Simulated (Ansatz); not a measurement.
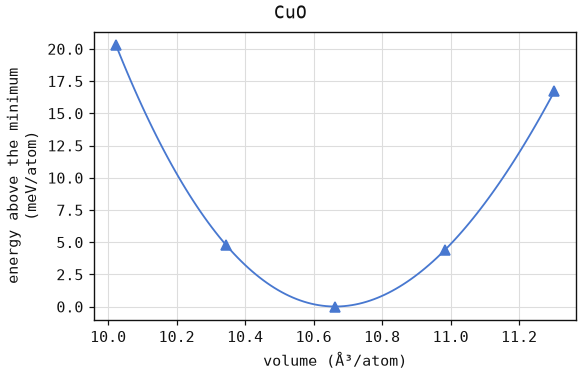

The plot gives the computed energy above the minimum against volume for CuO, space group Cccm (No. 66).

Structure:
```xyz
4
Lattice="2.0425 -2.0504 0.0000 2.0425 2.0504 0.0000 0.0000 0.0000 5.0923" Properties=species:S:1:pos:R:3 pbc="T T T"
Cu    1.0213    1.0252    0.0000
Cu    1.0213   -1.0252    2.5461
O     2.0425    0.0000    1.2731
O     2.0425    0.0000    3.8192
```

Computed with Ansatz 0.2.0: third-order Birch-Murnaghan fit to density functional energies at scaled volumes of the given relaxed cell, shape and atoms relaxed at each volume; energies count from the fitted minimum; plane waves with PAW datasets, Γ-centred k mesh. Level: PBEsol, no spin polarisation.

- wave cutoff: 420 eV
- k mesh: 14×14×8
- occupations: Gaussian
- smearing width: 0.1 eV

From this curve and the settings, what does the calculation give for the pressure at the same points?

The pressure falls from 10.73 GPa at volume 10.023 Å³/atom to −8.00 GPa at 11.303 Å³/atom, and changes sign near 10.66 Å³/atom.

| volume (Å³/atom) | pressure (GPa) |
| --- | --- |
| 10.023 | 10.73 |
| 10.343 | 5.00 |
| 10.663 | 0.00 |
| 10.983 | −4.31 |
| 11.303 | −8.00 |

Caveats: no spin polarisation, a magnetic state may lie lower.
